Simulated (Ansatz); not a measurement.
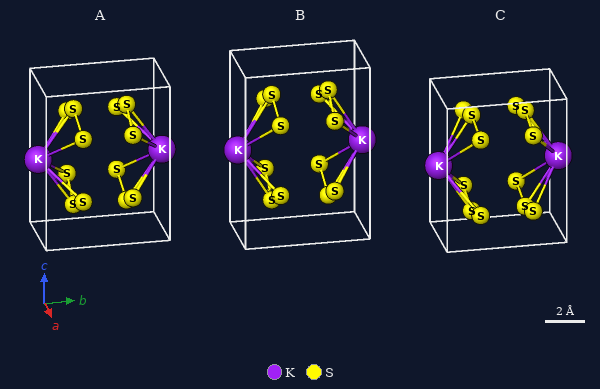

3 geometries from one relaxation of solid KS₈ (a generated structure, set up in Pmmm), in shuffled order. The picture is a ball-and-stick view of the cell of the calculation, seen from a free direction.

Method: Ansatz 0.2.0, DFT PBE+D3(BJ), scalar-relativistic, plane waves, PAW. Set-up: plane-wave cutoff 420 eV; k-point mesh 10 × 6 × 6; occupations gaussian; smearing width 0.1 eV; no spin polarisation; cell and atoms relaxed; force threshold 0.01 eV/Å; at most 80 steps.

**Order the frames from highest to lowest energy.**

C, A, B. They are steps 0, 3, 15, at +128 meV per atom, +52.8 meV per atom relative to the last. Over 12 accepted moves (15 points after the start) the energy falls by 128 meV per atom. The largest force component goes from 0.36 to 0.0014 eV/Å. Pressure: −0.05 GPa at the start and −0.01 GPa at the end. The line search rejected the trial step at point 6 of the run. The SCF was repeated twice at an unchanged geometry on a basis and grid sized afresh for the cell, which shifted the energy by 1.8 meV per atom at most. The largest moves relative to the cell, 0.57 Å, are those of S atoms. K stays in place. The drawn cell changes as follows: a 4.204 → 3.796 Å (−9.7 %), b 6.359 → 6.611 Å (+4.0 %), c 8.042 → 9.623 Å (+19.7 %); the volume changes by +12.3 %. Near-neighbour distances that change, for instance: S–S 2.660 → 3.709 Å, K–S 3.212 → 3.463 Å, K–S 3.474 → 3.306 Å, S–S 2.179 → 2.143 Å. Among the angles between lasting bonds that change: S–S–S 149.4° → 124.7°, K–S–S 64.6° → 75.6°, K–S–S 77.6° → 67.6°. The space group stays Pmmm (No. 47).
